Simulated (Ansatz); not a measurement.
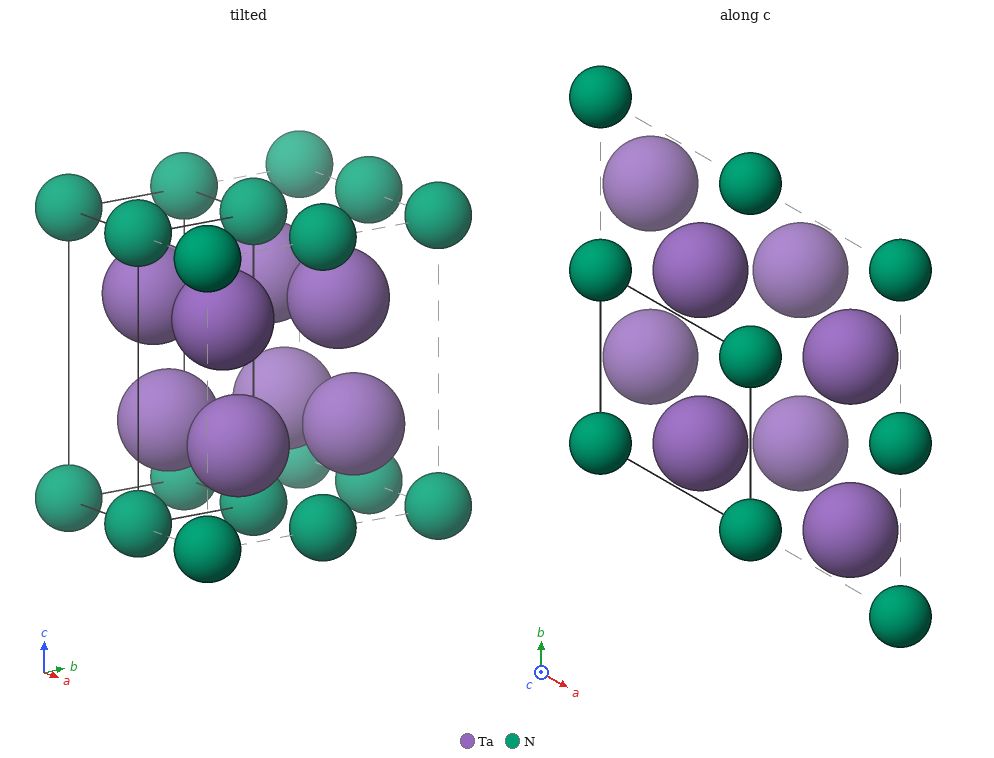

A spheres-only rendering, viewed slightly off an axis and along the c axis. A block of 2×2×1 cells is shown, with one simulation cell in solid outline.

Input used:
```yaml
crystal:
  lattice:
    - [3.1011400556, 0.0, 0.0]
    - [-1.5505700278, 2.6856660688, 0.0]
    - [0.0, 0.0, 4.8818900623]
  atoms:
    - { symbol: Ta, position: [0.6666666667, 0.3333333333, 0.7446671867] }
    - { symbol: Ta, position: [0.3333333333, 0.6666666667, 0.2548571223] }
    - { symbol: "N", position: [0.0, 0.0, 0.0061451609] }
basis:
  ecutwfc: 420
kpoints:
  mp_grid: { grid: [18, 18, 10] }
hamiltonian:
  xc: pbe
scf:
  occupations: { method: gaussian, width: 0.15 }
output:
  forces: true
  stress: true
  eigenvalues: true
```
Run as:
```sh
ansatz run input.yaml --threads 2 --pin off --max-ram 5120MiB --backend cpu --events-out ev --progress --plain --runs-dir out
```

Electronic-structure method: DFT PBE, scalar-relativistic, plane waves, PAW (Ansatz). Parameters: an energy cutoff of 420 eV, 18×18×10 k-mesh, Gaussian smearing of 0.15 eV, no spin polarisation.

How large a gap does the method give, if there is one?

Answer. A metal: bands cross the Fermi level.

What is the computed pressure?

Answer. The computed pressure is 0.1 GPa, close to zero.

The structure was taken from a structure listed in the Materials Project. The cell was then strained or its atoms displaced on purpose. It was run through Ansatz as a DFT input.
